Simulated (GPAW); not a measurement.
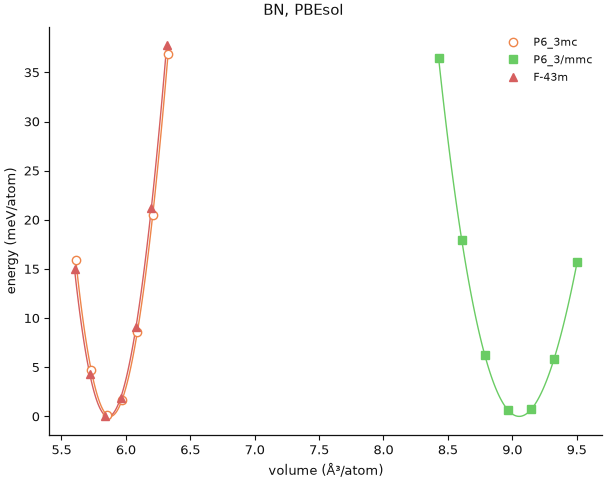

Energy against volume, with one curve for each structure, for BN. Each energy curve has its own zero, so the curves don't rank the structures.

Settings that differ: P6_3mc: k mesh 12×12×6; P6_3/mmc: k mesh 12×12×4; F-43m: k mesh 13×13×13.

The fitted equilibrium volumes, smallest first, are F-43m 5.862, P6_3mc 5.879, P6_3/mmc 9.054 Å³/atom. The fitted bulk moduli, smallest first, are P6_3/mmc 242.3, F-43m 385.8, P6_3mc 387.8 GPa.

Method: PAW DFT in plane waves, on a grid or in atomic orbitals, no spin polarisation; energies at scaled volumes of the given cell, shape and fractions fixed, counted from the fit's minimum, third-order Birch-Murnaghan fit (GPAW 26.7.0). Level: PBEsol.

occupations Fermi–Dirac; smearing width 0.05 eV; potentials PAW data sets made by gpaw setup for the functional; wave cutoff 800 eV.

Caveats: shape and atomic fractions are frozen while scaling, which makes layered, chain and framework solids too stiff.
